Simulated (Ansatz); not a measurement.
Single-point calculation of Al

- system: Al (slab, 18 atoms in the cell)
- method: DFT PBE, scalar-relativistic, plane waves, PAW, PAW set soft_1, no spin polarisation (Ansatz 0.2.0)

The structure derives from a Materials Project entry. Figures and captions count atoms from 1; the log counts them from 0 in places.

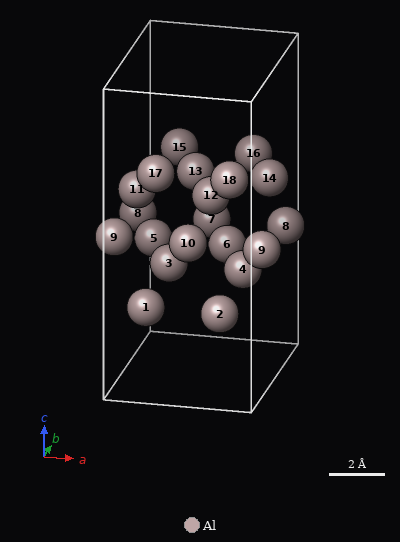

The input geometry (spheres-only view of the cell of the calculation, with the vacuum cut short, seen slightly off an axis; atoms are numbered from 1 in the order of the input). An atom can appear more than once, as a periodic image.

## Summary

```tsv
quantity	value
outcome	converged
electrons treated	54
free energy	−9668.8697 eV
work function, top face	4.16 eV
work function, bottom face	4.17 eV
Fermi energy	−1.233 eV
gap on the k-point mesh	none (metallic)
work function (upper face)	4.16 eV
largest force (length of the vector)	0.160 eV/Å
hardware	1 thread of Arm Neoverse V1, 24 GiB of memory available, shared host
wall time	54 s
peak memory	1 GiB
```

## Input
```yaml
crystal:
  lattice:
    - [5.7070863106, 0.0, 0.0]
    - [-1.4267715776, 9.701484238, 0.0]
    - [0.0, 0.0, 22.7903703519]
  atoms:
    - { symbol: Al, position: [0.2662216041, 0.0648864163, 0.1755127248] }
    - { symbol: Al, position: [0.7662216041, 0.0648864163, 0.1755127248] }
    - { symbol: Al, position: [0.3354806058, 0.3419224231, 0.2192029854] }
    - { symbol: Al, position: [0.8354806058, 0.3419224231, 0.2192029854] }
    - { symbol: Al, position: [0.1493324061, 0.5973296244, 0.2279410375] }
    - { symbol: Al, position: [0.6493324061, 0.5973296244, 0.2279410375] }
    - { symbol: Al, position: [0.4631842064, 0.8527368258, 0.2366790896] }
    - { symbol: Al, position: [0.9631842065, 0.8527368258, 0.2366790896] }
    - { symbol: Al, position: [0.0319772093, 0.1277109169, 0.2808262502] }
    - { symbol: Al, position: [0.5319772093, 0.1277109169, 0.2808262502] }
    - { symbol: Al, position: [0.0997917601, 0.4042231294, 0.3301071124] }
    - { symbol: Al, position: [0.5997917601, 0.4042231294, 0.3301071124] }
    - { symbol: Al, position: [0.4144000537, 0.6596656514, 0.3369822081] }
    - { symbol: Al, position: [0.9144000537, 0.6596656514, 0.3369822081] }
    - { symbol: Al, position: [0.2263076916, 0.9110819252, 0.344925913] }
    - { symbol: Al, position: [0.7263076916, 0.9110819252, 0.344925913] }
    - { symbol: Al, position: [0.2962427243, 0.1814072004, 0.3857054631] }
    - { symbol: Al, position: [0.7962427243, 0.1814072004, 0.3857054631] }
basis:
  ecutwfc: 420
kpoints:
  mp_grid: { grid: [5, 3, 1] }
hamiltonian:
  xc: pbe
  pseudopotentials: { kind: paw, azcp: { folder: soft_1 } }
scf:
  occupations: { method: gaussian, width: 0.1 }
output:
  forces: true
  eigenvalues: true
efield:
  axis: 3
  dipole_correction: true
  ramp_width: 0.04
```

Command:
```bash
ansatz run input.yaml --threads 1 --pin off --max-ram 3072MiB --backend cpu --events-out ev --progress --plain --runs-dir out
```

## What the program printed
```
Engine: ansatz 0.2.0, aarch64-unknown-linux-gnu
Pseudopotentials: kind: paw
Pseudopotential: Al, paw, valence charge 3, recommended cutoff 420 eV (normal), [file]
Functional definition: PBE
  parameter kappa = 0.804
  parameter beta = 0.06672455060314922
  exchange = pbe_x(kappa = kappa, mu = beta*pi^2/3)
  correlation = pbe_c(beta = beta)
Crystal: 18 atoms, lattice volume = 1261.839 Å³
Basis set: ecut = 420 eV, 24709 PW (Γ), exchange–correlation on 80×144×320 points (8 copies of the dense FFT grid, shifted against one another)
Bands: 45, of which v1, the nominal top of the filled ones, is band 27 counted from 1 (26 counted from 0)
Symmetry: 2 space group operations
Space group: P1 (ITA 1), of the structure as read, at distance tolerance 1.1e-4 Å
k-points: 8 of 15 (time reversal used)
Non-local potential: Al, projectors of the file, l = 0: 2, l = 1: 2, l = 2: 1
PAW form: soft (Blöchl's): semilocal exchange-correlation on the pseudo side does not see the compensation charge
PAW one-centre angular grid: Al, 110 points (default); XC on 64 Gauss nodes
Initial density: superposition of atomic densities (neutral atoms: chi_scale 0, normalization atom)
Initial wavefunctions: pseudopotential atomic-orbital guess
Functional: x = pbe(κ = 0.804, μ = 0.2195149727645171), c = pbe(β = 0.06672455060314922)
SCF iter   1: F=—  HF=-9671.707219 eV  |F-HF|=—  |Δ(HF+E_count)|=         —  Δρ=1.38e-2  dr2=1.37e1  ethr=3.10e-3  p=-0.000 e·Å  D=-8.09e-9 V/Å  ΔV_dip=0.00 eV  dr2_dipole=3.78e-3  V_vac-E_F(+/−)=6.08/6.08 eV  ⟨swp⟩=9.1  Hψ=2266  notcnv=0
efield: sawtooth ramp at fractional position 0.7606 (placed from the atoms, in the widest stretch of the axis that holds none; the zero of the levels goes with the place), width 0.0400; the density the first Hamiltonian is built on has a dipole p = -0.000 e·Å; the dipole correction subtracts the counter field D = -8.09e-9 V/Å, which shifts the + side's vacuum level by +0.00 eV against the − side's; the planar-averaged density in the ramp window peaks in size at 1.5e-8 e/Å³
preconditioner: auto → LDOS  [metal: Δε(μ)=0.068 eV  Ē_g=6.000 eV  σ=0.100 eV  W_gap=0.36  n_scr=98 (ndim 8)  ℏωp=7.7 eV  f_vac=0.589  D(μ)=8.61/eV (n_scr^D=22)  β→1.0]
SCF iter   2: F=—  HF=-9668.960314 eV  |F-HF|=—  |Δ(HF+E_count)|=    2.75e0  Δρ=6.92e-3  dr2=1.51e0  ethr=3.10e-3  p=0.012 e·Å  D=1.69e-3 V/Å  ΔV_dip=-0.04 eV  dr2_dipole=1.58e-3  V_vac-E_F(+/−)=4.00/4.04 eV  ⟨swp⟩=3.1  Hψ=836  notcnv=0  defer=69
SCF iter   3: F=—  HF=-9668.882400 eV  |F-HF|=—  |Δ(HF+E_count)|=   7.79e-2  Δρ=1.20e-3  dr2=1.08e-1  ethr=2.80e-3  p=-0.000 e·Å  D=-3.38e-5 V/Å  ΔV_dip=0.00 eV  dr2_dipole=6.90e-5  V_vac-E_F(+/−)=4.36/4.36 eV  ⟨swp⟩=2.2  Hψ=545  notcnv=0  defer=69
SCF iter   4: F=—  HF=-9668.869323 eV  |F-HF|=—  |Δ(HF+E_count)|=   1.31e-2  Δρ=2.97e-4  dr2=4.68e-3  ethr=2.00e-4  p=0.005 e·Å  D=6.74e-4 V/Å  ΔV_dip=-0.02 eV  dr2_dipole=5.46e-5  V_vac-E_F(+/−)=4.19/4.21 eV  ⟨swp⟩=2.1  Hψ=668  notcnv=0  defer=68
SCF iter   5: F=—  HF=-9668.869751 eV  |F-HF|=—  |Δ(HF+E_count)|=   4.28e-4  Δρ=9.35e-5  dr2=4.72e-4  ethr=8.67e-6  p=0.001 e·Å  D=1.44e-4 V/Å  ΔV_dip=-0.00 eV  dr2_dipole=3.92e-5  V_vac-E_F(+/−)=4.16/4.16 eV  ⟨swp⟩=2.1  Hψ=434  notcnv=0  defer=68
SCF iter   6: F=—  HF=-9668.869763 eV  |F-HF|=—  |Δ(HF+E_count)|=   1.19e-5  Δρ=2.46e-5  dr2=2.56e-5  ethr=8.75e-7  p=0.003 e·Å  D=4.78e-4 V/Å  ΔV_dip=-0.01 eV  dr2_dipole=1.43e-6  V_vac-E_F(+/−)=4.16/4.17 eV  ⟨swp⟩=2.1  Hψ=502  notcnv=0  defer=68
SCF iter   7: F=—  HF=-9668.869711 eV  |F-HF|=—  |Δ(HF+E_count)|=   5.17e-5  Δρ=8.72e-6  dr2=4.13e-6  ethr=4.74e-8  p=0.003 e·Å  D=3.84e-4 V/Å  ΔV_dip=-0.01 eV  dr2_dipole=9.28e-7  V_vac-E_F(+/−)=4.16/4.17 eV  ⟨swp⟩=2.2  Hψ=530  notcnv=0  defer=68
SCF iter   8: F=—  HF=-9668.869712 eV  |F-HF|=—  |Δ(HF+E_count)|=   1.13e-6  Δρ=2.01e-6  dr2=1.01e-7  ethr=7.65e-9  p=0.003 e·Å  D=4.25e-4 V/Å  ΔV_dip=-0.01 eV  dr2_dipole=5.86e-10  V_vac-E_F(+/−)=4.16/4.17 eV  ⟨swp⟩=2.9  Hψ=514  notcnv=0  defer=68
SCF iter   9: F=-9668.869712 eV  HF=-9668.869712 eV  |F-HF|=2.46e-8  |Δ(HF+E_count)|=   2.56e-7  Δρ=4.20e-7  dr2=3.14e-9  ethr=1.85e-10  p=0.003 e·Å  D=4.22e-4 V/Å  ΔV_dip=-0.01 eV  dr2_dipole=1.69e-10  V_vac-E_F(+/−)=4.16/4.17 eV  ⟨swp⟩=22.4  Hψ=2604  notcnv=0
SCF 1 converged in 9 iterations: F = -9668.869712 eV  dr2 = 3.14e-9
  greatest PAW one-centre occupation: 0.491 electrons in one spin orbital (limit 2), on the Al atom at site 1 (counted from 0), in its partial waves of l = 0
```

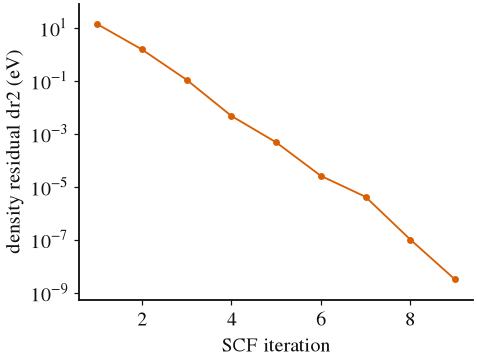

Convergence of the self-consistent field: density residual dr2 against the SCF iteration. The residual falls at every step.

```
SCF converged after 9 iterations
Free energy (F): -9668.869712 eV
Harris-Foulkes:  -9668.869712 eV  (|F-HF|=2.46e-8)
Internal energy: -9668.823711 eV  (E = F + TS)
E sigma→0 (E₀):  -9668.846712 eV
Entropy (-TS):   -0.046002 eV (-2.556 meV/atom)
Fermi energy:    -1.232864 eV
Dipole field:    D = 0.000429 V/Å  (p = 0.002989 e·Å, saw-weighted, corrected)
Work function:   Φ+ = 4.1562 eV   Φ− = 4.1660 eV
Levels:          The Fermi level and band energies are counted from a zero that moves with the ramp; work functions are not
--- Per-component energies (eV) ---
  E_band       = -280.223975
  E_kinetic    = 369.624257
  E_local      = -10128.519482  (includes V_loc(G=0)·N_el)
  E_nonlocal   = 182.632450
  E_hartree    = 4927.605495
  E_xc         = -657.664988
  E_vxc        = -497.071203  (∫ρ·V_xc dr)
  E_paw        = -8448.040952  (= ΣΔE_a)
  E_vpaw       = -62.102157  (= ΣTr[D̂ρ^β])
  E_aug_tail   = -0.000035  (compensation charges beyond the density's cutoff)
  E_efield     = 0.000001  (sawtooth field / dipole correction)
  E_vefield    = -0.000725  (∫n·V_field dr)
  E_ewald      = 4085.539543
  E_smearing   = -0.046002  (= −TS)
  E_closure    = 0.000000  (closes the sum)
  Σ components = -9668.869712   (vs F -9668.869712, Δ=0.00e0)
--- Forces (eV/Å), atoms counted from 1 ---
  atom   1  Al    -0.00705184     0.15566726     0.03444891
  atom   2  Al    -0.00705184     0.15566726     0.03444891
  atom   3  Al     0.00426084     0.03479894     0.06220940
  atom   4  Al     0.00426084     0.03479894     0.06220940
  atom   5  Al     0.00036364    -0.07221887     0.02938572
  atom   6  Al     0.00036364    -0.07221887     0.02938572
  atom   7  Al     0.00468156    -0.10141415    -0.11862172
  atom   8  Al     0.00468156    -0.10141415    -0.11862172
  atom   9  Al     0.00120976     0.01005243    -0.00125090
  atom  10  Al     0.00120976     0.01005243    -0.00125090
  atom  11  Al     0.00089696    -0.01035599    -0.00117037
  atom  12  Al     0.00089696    -0.01035599    -0.00117037
  atom  13  Al    -0.00336505    -0.00924946    -0.00368427
  atom  14  Al    -0.00336505    -0.00924946    -0.00368427
  atom  15  Al    -0.00273471    -0.00086261    -0.00108215
  atom  16  Al    -0.00273471    -0.00086261    -0.00108215
  atom  17  Al     0.00173865    -0.00641924    -0.00024439
  atom  18  Al     0.00173865    -0.00641924    -0.00024439
  max |Σ_I F_I| component: 1.96e-5 eV/Å
--- Band table (eV; the first three rows and the last of 8) ---
  k-point 0: bands = ["-11.2942", "-9.7546", "-9.6558", "-9.0101", "-7.1994", "-7.1715", "-6.7882", "-6.7360", "-6.0347", "-5.8545", "-5.7549", "-5.1677", "-5.0778", "-4.6604", "-4.5700", "-4.5459", "-4.3722", "-3.5767", "-3.4894", "-3.4218", "-3.1958", "-2.8910", "-2.7244", "-2.3534", "-2.3118", "-2.1718", "-1.8576", "-1.8164", "-1.4979", "-1.1247", "-0.3346", "0.0185", "0.2842", "0.3853", "0.4313", "0.6247", "0.7382", "0.8148", "0.8378", "1.2357", "1.2589", "1.2823", "1.4266", "1.6971", "2.2075"]
  k-point 1: bands = ["-11.1434", "-10.5346", "-8.9512", "-8.5193", "-7.8764", "-6.9932", "-6.8397", "-6.6354", "-6.2431", "-6.1414", "-5.6093", "-5.5387", "-5.0569", "-4.6227", "-4.5323", "-4.4732", "-3.9591", "-3.9029", "-3.6005", "-3.3698", "-3.0873", "-2.7693", "-2.6552", "-2.4706", "-2.1786", "-1.5824", "-1.4756", "-1.2538", "-1.0212", "-1.0109", "-0.6377", "-0.5231", "-0.4633", "-0.2650", "0.0992", "0.2762", "0.6155", "0.6758", "1.0289", "1.1133", "1.2262", "1.5782", "1.5885", "2.0448", "2.0532"]
  k-point 2: bands = ["-11.1098", "-9.6816", "-9.3639", "-8.8284", "-8.3747", "-7.4070", "-7.1408", "-6.8673", "-6.2506", "-6.1210", "-5.5869", "-5.2237", "-4.8537", "-4.8177", "-4.6629", "-4.1639", "-3.8903", "-3.5134", "-3.4345", "-2.9934", "-2.8902", "-2.8403", "-2.7096", "-2.5424", "-2.2797", "-2.0658", "-1.6126", "-1.2166", "-1.0850", "-0.6417", "-0.5418", "-0.2243", "-0.1796", "0.0429", "0.1888", "0.5770", "0.7255", "0.9141", "1.3345", "1.3583", "1.5908", "1.7862", "1.9596", "1.9805", "2.2550"]
  k-point 7: bands = ["-10.4964", "-9.6108", "-9.4274", "-9.1060", "-8.2944", "-8.1653", "-7.3197", "-7.0119", "-6.4867", "-6.2352", "-6.0923", "-5.8936", "-5.6407", "-4.9606", "-4.3432", "-3.8070", "-3.4879", "-3.4044", "-3.2044", "-2.8447", "-2.7171", "-2.5149", "-2.2376", "-1.7999", "-1.4309", "-1.1844", "-1.0821", "-0.8363", "-0.7073", "-0.2799", "-0.0953", "-0.0090", "0.0594", "0.0614", "0.2212", "0.5727", "0.8165", "1.1333", "1.1952", "1.2573", "1.3903", "1.4748", "1.9508", "2.0022", "2.1462"]
```

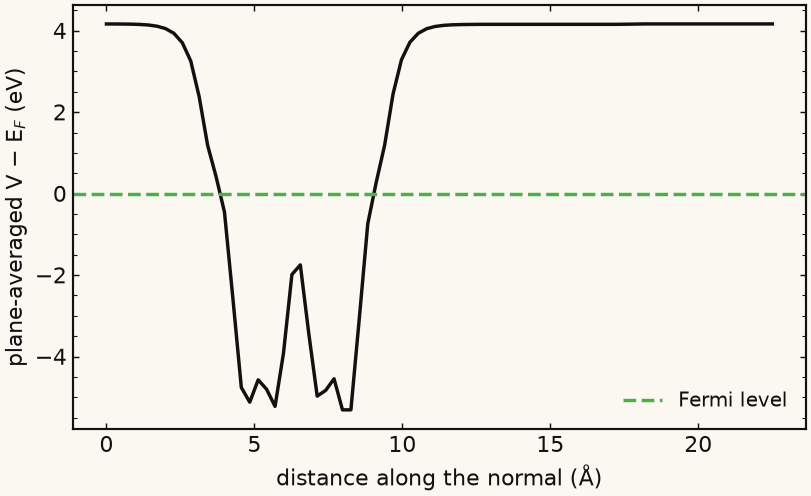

Plane average of the electrostatic potential energy of an electron across the cell, from the Fermi level. The vacuum level lies 4.16 eV above the Fermi level.

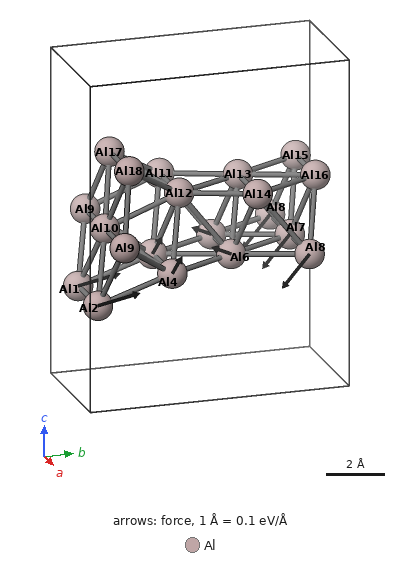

Forces on the atoms as black arrows (ball-and-stick view of the cell of the calculation, with the vacuum cut short, seen slightly off an axis; atoms are numbered from 1 in the order of the input); the smallest are left out. The largest act on Al1, Al2, Al7, Al8 (0.16 eV/Å); Al5, Al6 (0.08 eV/Å); Al3, Al4 (0.07 eV/Å). The geometry is not a stationary point of this energy.
